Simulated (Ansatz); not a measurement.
**Run report: RbBr, band-structure calculation**

The run: band-structure calculation of RbBr (Fm-3m, 2 atoms in the cell). Method and program: DFT, r2SCAN, plane waves, PAW, no spin polarisation (Ansatz 0.2.0).

The structure was built on a prototype by a generator. The geometry comes from this level: r2SCAN (a point of a series of strains). Figures and captions count atoms from 1; the log counts them from 0 in places.

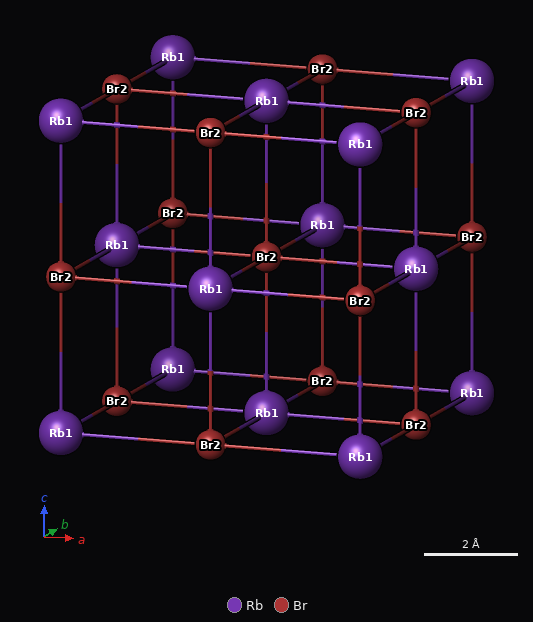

*The input geometry (ball-and-stick view of the cell 4 times as large as that of the calculation, set on its symmetry axes, seen slightly off an axis; atoms are numbered from 1 in the order of the input).*

Near neighbours in the crystal (not all of them lie inside the picture): Rb has 6 Br at 3.46 Å; Br has 6 Rb at 3.46 Å.

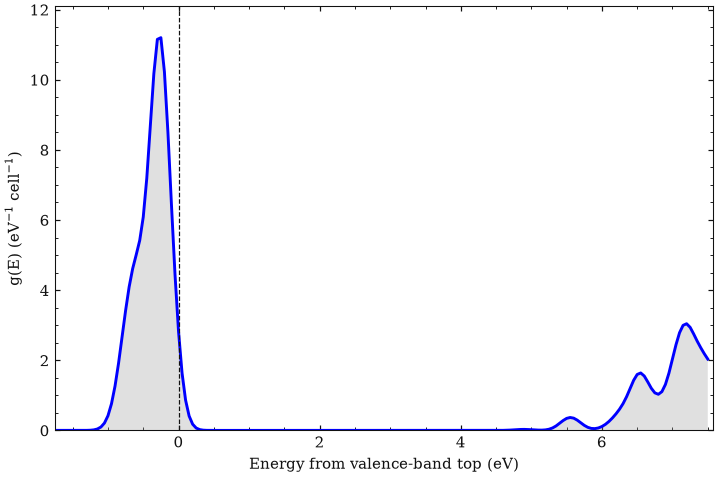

*Density of states (the curve is built from the levels of the k mesh with Gaussians 0.3 eV wide, which also blur the band edges), with energies from the valence-band top.*

There is a gap of 4.89 eV on the k-point mesh. Small ripples come from the finite k-point mesh.

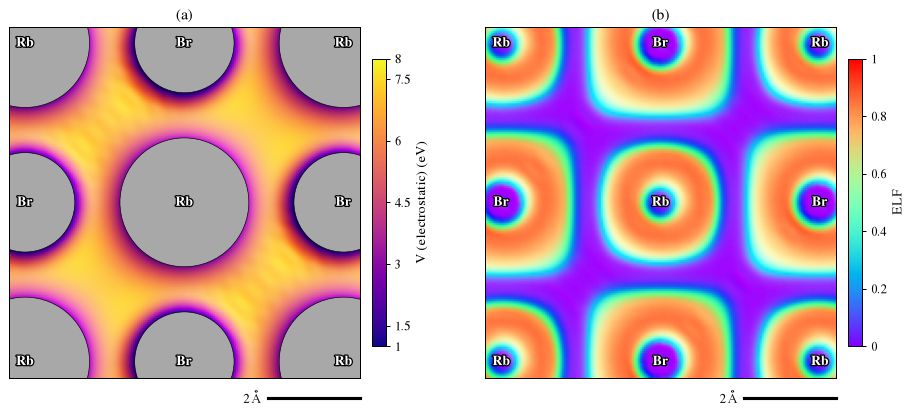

*(a) electrostatic potential energy of an electron; (b) electron localisation function on the (100) plane of the conventional cell. Grey discs, where drawn, cover atomic cores.*

The section cuts through Rb and Br sites. Rb–Br (3.46 Å): the ELF is about 0.05 at the midpoint, as expected for ionic bonding with no shared pair. The strong features right at Rb lie inside the PAW spheres (semicore, d or f shells) and say nothing about bonding. Outside the cores the potential energy rises away from the atoms and is highest about 1.8 Å from the nearest atoms; outside the discs it spans about 6 eV, and its zero is arbitrary. Core electrons are frozen (PAW), so the fields are smoothed inside the atomic spheres.

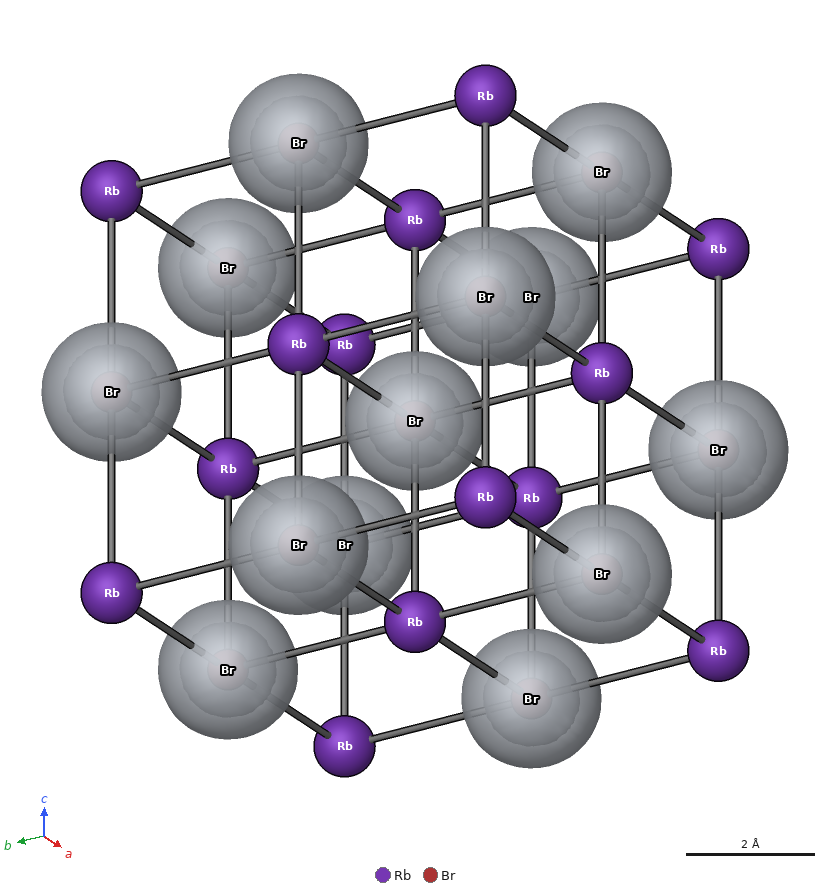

*Isosurface of the ELF at 0.85 (grey), seen at an oblique angle. Core shells and regions of very low density are left out. Sticks mark near contacts. The outline is the cell set on symmetry axes.*

Along the contacts the grid gives the following.

The input that produced these results follows, with the program's output.

The input:
```yaml
crystal:
  lattice:
    - [0.0, 3.4608258933, 3.4608258933]
    - [3.4608258933, 0.0, 3.4608258933]
    - [3.4608258933, 3.4608258933, 0.0]
  atoms:
    - { symbol: Rb, position: [0.0, 0.0, 0.0] }
    - { symbol: Br, position: [0.5, 0.5, 0.5] }
kpoints:
  mp_grid: { grid: [6, 6, 6] }
  band_path:
    path:
      - [0.0, 0.0, 0.0]
      - [0.5, 0.0, 0.5]
      - [0.625, 0.25, 0.625]
      - [0.375, 0.375, 0.75]
      - [0.5, 0.5, 0.5]
      - [0.5, 0.25, 0.75]
    npoints: 1
hamiltonian:
  xc: r2scan
scf:
  occupations: { method: fixed }
  n_extra_bands: 4
output:
  forces: true
  stress: true
  eigenvalues: true
  write_density: true
  write_potential: true
  elf: true
  volumetric_format: npy
```

Command:
```bash
ansatz run input.yaml --threads 2 --pin off --max-ram 2211MiB --backend cpu --events-out ev --progress --plain --runs-dir out
```

Output:
```
scf.n_extra_bands = 4 over 8 filled bands (N_el = 16.0): the run solves 12 bands
Engine: ansatz 0.2.0, aarch64-unknown-linux-gnu
Pseudopotentials: kind: paw
Pseudopotential: Rb, paw, valence charge 9, recommended cutoff 500 eV (meta_gga), Rb.paw.azcp
Pseudopotential: Br, paw, valence charge 7, recommended cutoff 500 eV (meta_gga), Br.paw.azcp
Functional definition: r2SCAN
  parameter k0 = 0.174
  parameter k1 = 0.065
  parameter a1 = 4.9479
  exchange = r2scan_x(k0 = k0, k1 = k1, a1 = a1)
  correlation = r2scan_c
Crystal: 2 atoms, lattice volume = 82.903 Å³
Basis set: ecut = 500 eV, 2085 PW (Γ), exchange–correlation on 144×144×144 points (64 copies of the dense FFT grid, shifted against one another)
Bands: 12, of which v1, the nominal top of the filled ones, is band 8 counted from 1 (7 counted from 0)
Symmetry: 48 space group operations
Space group: Fm-3m (ITA 225), of the structure as read, at distance tolerance 4.4e-5 Å
k-points: 16 of 216
Non-local potential: Rb, projectors of the file, l = 0: 3, l = 1: 2, l = 2: 2
Non-local potential: Br, projectors of the file, l = 0: 2, l = 1: 2, l = 2: 2
PAW form: soft (Blöchl's): semilocal exchange-correlation on the pseudo side does not see the compensation charge
PAW frozen core: Rb, regenerated for the run's functional (the file was generated under x = pbe(κ = 0.804, μ = 0.2195149727645171), c = pbe(β = 0.06672455060314922))
PAW frozen core: Br, regenerated for the run's functional (the file was generated under x = pbe(κ = 0.804, μ = 0.2195149727645171), c = pbe(β = 0.06672455060314922))
PAW one-centre angular grid: Rb, 302 points (default); XC on 160 Gauss nodes
PAW one-centre angular grid: Br, 302 points (default); XC on 160 Gauss nodes
Initial density: superposition of atomic densities (neutral atoms: chi_scale 0, normalization atom), corrected by the library's trained network
Initial wavefunctions: pseudopotential atomic-orbital guess
Functional: x = r2scan, c = r2scan; τ floored in thin density (d = 2e-4 eV/Å³)
SCF iter   1: F=—  HF=-6074.816203 eV  |F-HF|=—  |Δ(HF+E_count)|=         —  Δρ=2.49e-3  dr2=2.39e-3  dr2_τ=2.64e-3  ethr=1.77e-3  ⟨swp⟩=6.4  Hψ=1143  notcnv=0  defer=27
preconditioner: auto → none  [insulator: Δε(μ)=4.985 eV  Ē_g=14.148 eV  n_scr=14 (ndim 8)  ℏωp=15.3 eV  f_vac=0.087  ε∞_Penn≈2.2]
SCF iter   2: F=—  HF=-6074.832717 eV  |F-HF|=—  |Δ(HF+E_count)|=   1.65e-2  Δρ=1.37e-3  dr2=4.50e-4  dr2_τ=8.77e-5  ethr=1.49e-5  ⟨swp⟩=3.3  Hψ=527  notcnv=0  defer=30
SCF iter   3: F=—  HF=-6074.832983 eV  |F-HF|=—  |Δ(HF+E_count)|=   2.66e-4  Δρ=2.78e-4  dr2=4.16e-5  dr2_τ=1.14e-5  ethr=2.81e-6  ⟨swp⟩=2.3  Hψ=321  notcnv=0  defer=30
SCF iter   4: F=—  HF=-6074.832990 eV  |F-HF|=—  |Δ(HF+E_count)|=   7.71e-6  Δρ=2.16e-5  dr2=4.88e-7  dr2_τ=5.39e-8  ethr=2.60e-7  ⟨swp⟩=2.1  Hψ=276  notcnv=0  defer=30
iter 5 did not close the SCF: its close was put off for the readings that it lacked (scf_convergence_deferred on its scf_iter line)
SCF iter   5: F=-6074.832991 eV  HF=-6074.832991 eV  |F-HF|=3.14e-8  |Δ(HF+E_count)|=   7.54e-7  Δρ=7.21e-6  dr2=2.34e-8  dr2_τ=1.41e-8  ethr=3.05e-9  ⟨swp⟩=2.2  Hψ=332  notcnv=0  defer=31
SCF iter   6: F=-6074.832991 eV  HF=-6074.832991 eV  |F-HF|=1.58e-9  |Δ(HF+E_count)|=   3.70e-8  Δρ=2.38e-6  dr2=2.19e-9  dr2_τ=1.47e-9  ethr=1.47e-10  ⟨swp⟩=11.3  Hψ=1735  notcnv=0
SCF 1 converged in 6 iterations: F = -6074.832991 eV  dr2 = 2.19e-9
  greatest PAW one-centre occupation: 0.973 electrons in one spin orbital (limit 2), on the Rb atom at site 0 (counted from 0), in its partial waves of l = 0
NSCF: frozen V_eff on 6 k-points
SCF converged after 6 iterations
Free energy (F): -6074.832991 eV
Harris-Foulkes:  -6074.832991 eV  (|F-HF|=1.58e-9)
Internal energy: -6074.832991 eV  (E = F + TS)
E sigma→0 (E₀):  -6074.832991 eV
Fermi energy:    0.620501 eV
--- Per-component energies (eV) ---
  E_band       = -120.663957
  E_kinetic    = 328.077269
  E_local      = -810.782265  (includes V_loc(G=0)·N_el)
  E_nonlocal   = 241.931053
  E_hartree    = 210.568937
  E_xc         = -376.603485
  E_vxc        = -267.216113  (∫ρ·V_xc dr)
  E_paw        = -4904.909179  (= ΣΔE_a)
  E_vpaw       = -48.070873  (= ΣTr[D̂ρ^β])
  E_aug_tail   = -0.000001  (compensation charges beyond the density's cutoff)
  E_vtau       = 14.259869  (kinetic-family band-sum trace: ∫τ·v_τ [+ j·A + Jᵃ·Aᵃ] dr)
  E_ewald      = -762.810200
  E_core_change = -0.305121  (= ΣΔE_core)
  E_smearing   = -0.000000  (= −TS)
  E_closure    = 0.000000  (closes the sum)
  Σ components = -6074.832991   (vs F -6074.832991, Δ=0.00e0)
--- Forces (eV/Å), atoms counted from 1 ---
  atom   1  Rb    -0.00000000    -0.00000000    -0.00000000
  atom   2  Br     0.00000000    -0.00000000    -0.00000000
  max |Σ_I F_I| component: 2.37e-29 eV/Å
--- Stress (GPa, compression-positive) ---
        0.026106       0.000000       0.000000
       -0.000000       0.026106      -0.000000
        0.000000      -0.000000       0.026106
  P = ⅓ Tr σ = 0.0261 GPa (0.261 kbar)
--- Band table (eV; the first three rows and the last of 16) ---
  k-point 0: bands = ["-24.6327", "-11.9488", "-8.1418", "-8.1418", "-8.1418", "0.6205", "0.6205", "0.6205", "5.5135", "8.4956", "8.4956", "8.4956"]
  k-point 1: bands = ["-24.6306", "-11.9580", "-8.1433", "-8.1433", "-8.1301", "0.3445", "0.5355", "0.5355", "6.1274", "8.3023", "8.8268", "8.8268"]
  k-point 2: bands = ["-24.6265", "-11.9760", "-8.1463", "-8.1463", "-8.1068", "-0.1071", "0.3751", "0.3751", "7.3270", "8.3985", "9.7515", "9.7515"]
  k-point 15: bands = ["-24.6221", "-11.9159", "-8.2776", "-8.2293", "-8.1441", "0.2072", "0.2398", "0.3613", "7.4038", "9.0450", "9.1957", "10.3081"]
```

File bands.tsv:
```
# k_distance	band_0	band_1	band_2	band_3	band_4	band_5	band_6	band_7	band_8	band_9	band_10	band_11
# fermi_ev = 0.620501
# lock_threshold_ev = 1e-6
# [0, 0, 0] at k_distance = 0.000000
# [0.5, 0, 0.5] at k_distance = 0.907758
# [0.625, 0.25, 0.625] at k_distance = 1.228699
# [0.375, 0.375, 0.75] at k_distance = 1.784585
# [0.5, 0.5, 0.5] at k_distance = 2.340471
# [0.5, 0.25, 0.75] at k_distance = 2.982353
# levels_relative_to = fermi_ev
# free_energy_ev = -6074.832991
# largest_residual_norms_ev = 8.310e-4 2.378e-3 1.419e-3 1.851e-3 2.601e-3 1.761e-3 1.813e-3 2.241e-3 1.778e-3 1.399e-3 2.463e-3 2.722e-3
0.000000	-25.253181	-12.569337	-8.762254	-8.762254	-8.762254	0.000000	0.000000	0.000000	4.892985	7.875146	7.875146	7.875146
0.907758	-25.242657	-12.517621	-8.922412	-8.825656	-8.825656	-0.471778	-0.158075	-0.158075	6.093703	7.832636	9.566684	9.994612
1.228699	-25.242770	-12.544009	-8.894649	-8.803991	-8.787110	-0.461387	-0.407681	-0.247912	6.813585	8.581467	8.816601	9.597192
1.784585	-25.242770	-12.544009	-8.894649	-8.803991	-8.787110	-0.461387	-0.407681	-0.247912	6.813585	8.581467	8.816601	9.597192
2.340471	-25.244950	-12.605442	-8.768324	-8.768324	-8.715800	-0.920941	-0.321402	-0.321402	7.217151	8.178034	10.134809	10.134809
2.982353	-25.242545	-12.542653	-8.873926	-8.873926	-8.744157	-0.451594	-0.343183	-0.343183	7.542840	7.542840	9.013079	9.312803
```

File rho_z.tsv:
```
# z_ang	rho[e/angstrom^3]
# format = ansatz-planar-average/11
# lattice	0.000000000	3.460825893	3.460825893
# lattice	3.460825893	0.000000000	3.460825893
# lattice	3.460825893	3.460825893	0.000000000
# sites	2
# site	37	0.000000000	0.000000000	0.000000000
# site	35	3.460825893	3.460825893	3.460825893
0.000000	2.763406e-1
0.135954	2.751285e-1
0.271908	2.698366e-1
0.407862	2.569853e-1
0.543816	2.345573e-1
0.679770	2.044711e-1
0.815724	1.723137e-1
0.951679	1.447653e-1
1.087633	1.268969e-1
1.223587	1.209937e-1
1.359541	1.267435e-1
1.495495	1.416872e-1
1.631449	1.615248e-1
1.767403	1.809872e-1
1.903357	1.957093e-1
2.039311	2.040557e-1
2.175265	2.072812e-1
2.311219	2.078999e-1
2.447173	2.078802e-1
2.583128	2.078999e-1
2.719082	2.072812e-1
2.855036	2.040557e-1
2.990990	1.957093e-1
3.126944	1.809872e-1
3.262898	1.615248e-1
3.398852	1.416872e-1
3.534806	1.267435e-1
3.670760	1.209937e-1
3.806714	1.268969e-1
3.942668	1.447653e-1
4.078622	1.723137e-1
4.214577	2.044711e-1
4.350531	2.345573e-1
4.486485	2.569853e-1
4.622439	2.698366e-1
4.758393	2.751285e-1
```

File v_z.tsv:
```
# z_ang	v_es[eV]	v_tot[eV]
# format = ansatz-planar-average/11
# xc	r2scan
# density_cutoff_ev	2000
# datasets	Rb=:simpson_from_first_knot:soft:shift=0	Br=:simpson_from_first_knot:soft:shift=0
# lattice	0.000000000	3.460825893	3.460825893
# lattice	3.460825893	0.000000000	3.460825893
# lattice	3.460825893	3.460825893	0.000000000
# sites	2
# site	37	0.000000000	0.000000000	0.000000000
# site	35	3.460825893	3.460825893	3.460825893
0.000000	-4.482992e0	-1.216581e1
0.135954	-4.152596e0	-1.184532e1
0.271908	-3.214654e0	-1.089114e1
0.407862	-1.821351e0	-9.450207e0
0.543816	-2.007668e-1	-7.757308e0
0.679770	1.392389e0	-6.023897e0
0.815724	2.741633e0	-4.525254e0
0.951679	3.726480e0	-3.428374e0
1.087633	4.342324e0	-2.719760e0
1.223587	4.662644e0	-2.364290e0
1.359541	4.677381e0	-2.383557e0
1.495495	4.289794e0	-2.855948e0
1.631449	3.502747e0	-3.813762e0
1.767403	2.478024e0	-5.125803e0
1.903357	1.431426e0	-6.547613e0
2.039311	5.265355e-1	-7.853684e0
2.175265	-1.494765e-1	-8.891936e0
2.311219	-5.629401e-1	-9.557273e0
2.447173	-7.017047e-1	-9.784549e0
2.583128	-5.629401e-1	-9.557273e0
2.719082	-1.494765e-1	-8.891936e0
2.855036	5.265355e-1	-7.853684e0
2.990990	1.431426e0	-6.547613e0
3.126944	2.478024e0	-5.125803e0
3.262898	3.502747e0	-3.813762e0
3.398852	4.289794e0	-2.855948e0
3.534806	4.677381e0	-2.383557e0
3.670760	4.662644e0	-2.364290e0
3.806714	4.342324e0	-2.719760e0
3.942668	3.726480e0	-3.428374e0
4.078622	2.741633e0	-4.525254e0
4.214577	1.392389e0	-6.023897e0
4.350531	-2.007668e-1	-7.757308e0
4.486485	-1.821351e0	-9.450207e0
4.622439	-3.214654e0	-1.089114e1
4.758393	-4.152596e0	-1.184532e1
```

Results in brief:

| quantity | value |
| --- | --- |
| outcome | converged |
| space group (tolerance 0.01 Å) | Fm-3m (225) |
| electrons treated | 16 |
| free energy | −6074.8330 eV |
| Fermi energy | 0.621 eV |
| gap on the k-point mesh | 4.89 eV |
| pressure | 0.03 GPa |
| largest force (length of the vector) | under 0.001 eV/Å |
| hardware | 2 threads of an Arm (aarch64) CPU, shared host |
| wall time | 4.6 s (CPU time 8.3 s) |
| peak memory | 0.51 GiB |
